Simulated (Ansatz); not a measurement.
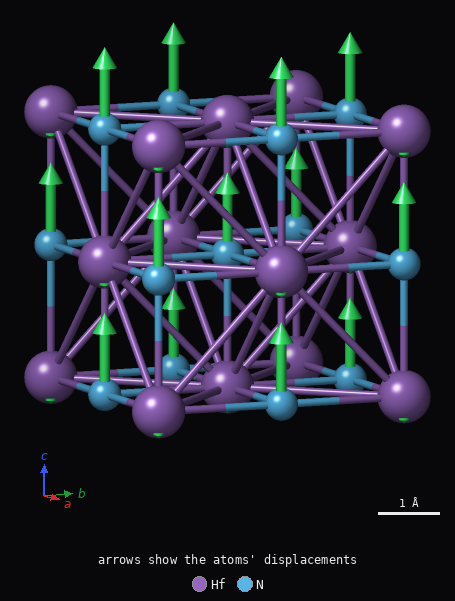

The lowest optical mode of a crystal of HfN relaxed at 16 GPa, space group Fm-3m (No. 225), at the zone centre. The green arrows are the displacements of the atoms (eigenvector over the root of the mass), of arbitrary overall length and sign. A ball-and-stick model of the conventional cell (4 times the calculation's cell), seen slightly off an axis. Lengths and directions refer to the drawn axes.

These are results of Ansatz, DFT PBEsol, scalar-relativistic, plane waves, PAW, not measurements.

The input:
```yaml
crystal:
  lattice:
    - [0.0, 2.2134303905, 2.2134303905]
    - [2.2134303905, 0.0, 2.2134303905]
    - [2.2134303905, 2.2134303905, 0.0]
  atoms:
    - { symbol: Hf, position: [0.0, 0.0, 0.0] }
    - { symbol: "N", position: [0.5, 0.5, 0.5] }
basis:
  ecutwfc: 420
kpoints:
  mp_grid: { grid: [16, 16, 16] }
hamiltonian:
  xc: pbesol
scf:
  occupations: { method: fermi_dirac, width: 0.15 }
output:
  eigenvalues: true
phonons:
  method: dfpt
  eigenvectors: true
```

Launched with:
```bash
ansatz run input.yaml --threads 1 --pin off --max-ram 3072MiB --backend cpu --events-out ev --progress --plain --runs-dir out
```

The frequencies depend somewhat on the k-mesh and the smearing.

Q: Is this crystal at a minimum with respect to the drawn distortion?

A: Yes: this softest mode has a real frequency, and so have all others here. That speaks for this wave vector alone: the rest of the zone wasn't checked in this run. This is the T₁u mode (triply degenerate; one member of the set is drawn) at 16.5 THz, the only optical level, infrared-active by symmetry. The N sublattice moves against the Hf sublattice, along c; it stretches the shortest Hf–N bonds (2.21 Å); the kinetic energy is shared as N 93 %, Hf 7 %. The crystal is a metal, so free carriers screen the infrared response.
